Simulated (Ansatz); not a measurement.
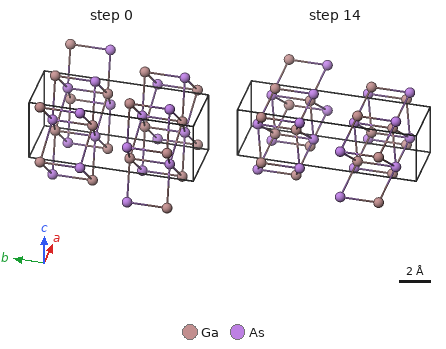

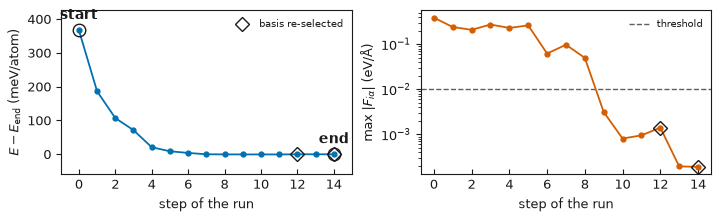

First and last geometry of a relaxation of solid GaAs (built on the TlCl-63 type type), with the history of the run. A ball-and-stick model of the conventional cell (2 times the calculation's cell), seen from a free direction. Lengths and directions refer to the drawn axes.

Level of theory: DFT, PBEsol, plane waves, PAW (Ansatz 0.2.0). Settings: plane-wave cutoff 420 eV; k-point mesh 6 × 6 × 6; occupations fermi dirac; smearing width 0.03 eV; no spin polarisation; cell and atoms relaxed; force threshold 0.01 eV/Å; at most 120 steps.

Question: What do the curves and the structures tell?

Answer: It converged. The largest moves relative to the cell, 0.71 Å, are those of Ga atoms. By element the largest moves are Ga 0.71 Å, As 0.36 Å. Cell: a 3.919 → 3.586 Å (−8.5 %), b 11.212 → 12.206 Å (+8.9 %), c 4.327 → 3.586 Å (−17.1 %). Volume −17.4 %. Some distances before and after: As–As 3.878 → 3.304 Å, As–Ga 2.939 → 2.633 Å, As–Ga 2.729 → 2.620 Å. Among the angles between lasting bonds that change: Ga–As–Ga 96.6° → 74.4°, As–Ga–As 83.4° → 105.6°, As–Ga–As 166.7° → 148.8°. The space group stays Cmcm (No. 63). The energy falls by 368 meV per atom in 12 accepted moves (14 points after the start). The largest force component goes from 0.39 to 0.00019 eV/Å. The pressure goes from −10.64 to 0.01 GPa. The SCF was repeated twice at an unchanged geometry on a basis and grid sized afresh for the cell, which shifted the energy by 0.4 meV per atom at most. The run took 2.2 min on 2 threads of AMD EPYC (Zen 3) (shared host), peak memory 0.5 GiB.

```tsv
step	E − E(0), meV/atom	largest force component, eV/Å	pressure, GPa	volume, Å³/atom	note
0	0.00	0.3904	-10.64	23.766	
1	-181.23	0.2417	-6.65	20.818	
2	-260.41	0.2096	-0.19	18.803	
3	-296.17	0.2742	3.74	18.403	
4	-346.73	0.2307	0.35	19.180	
5	-358.66	0.2630	-0.31	19.428	
6	-363.58	0.0623	0.40	19.292	
7	-367.59	0.0979	-0.17	19.591	
8	-367.90	0.0500	0.03	19.649	
9	-368.05	0.0031	-0.01	19.604	
10	-368.05	0.0008	0.02	19.616	
11	-368.06	0.0010	-0.01	19.613	
12	-367.61	0.0014	-0.01	19.613	same geometry, new basis
13	-367.62	0.0002	0.01	19.620	
14	-367.62	0.0002	0.01	19.620	same geometry, new basis
```
